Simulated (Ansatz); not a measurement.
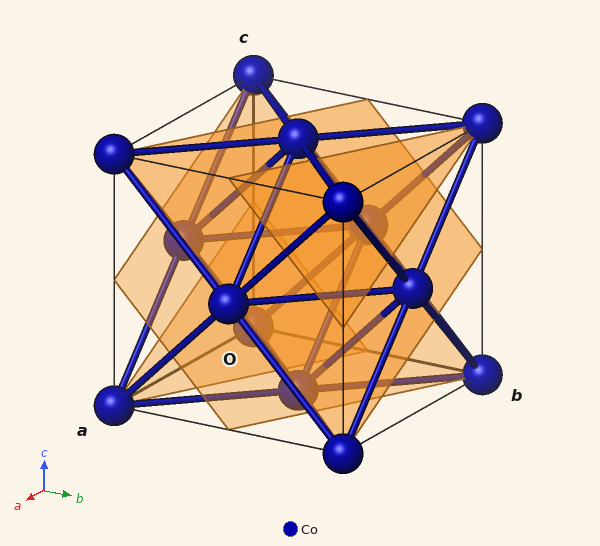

Every member of one family of equally spaced planes, hx + ky + lz = a whole number, that cuts the unit cell is shaded (one member passes through the origin O, touching the cell only at an edge or corner). Crystal: Co, the input geometry of an electronic-structure calculation (not necessarily at equilibrium); the starting structure was generated, so it need not be a known form of this composition. The drawing is computed from the coordinates (standard cell, symmetry found to 0.002 Å).

a = 3.555 Å, b = 3.555 Å, c = 3.555 Å, α = 90.00°, β = 90.00°, γ = 90.00°.

Q: Which (hkl) family is drawn?

A: (1 2 2); the opposite sign names the same planes. The member next to the origin meets the axes a at 1, b at 1/2, c at 1/2.

Q: What is the spacing?

A: d = 1.185 Å.

Q: Which atoms of the cell lie in these planes (within 0.03 Å)?

A: 2 of the 4 Co.

Q: The space group is Fm-3m, No. 225. How many reflections hkl are equivalent to this one (itself included), and does it occur?

A: 24 reflections are equivalent in the Laue class m-3m. The reflection is systematically absent, by the centring.
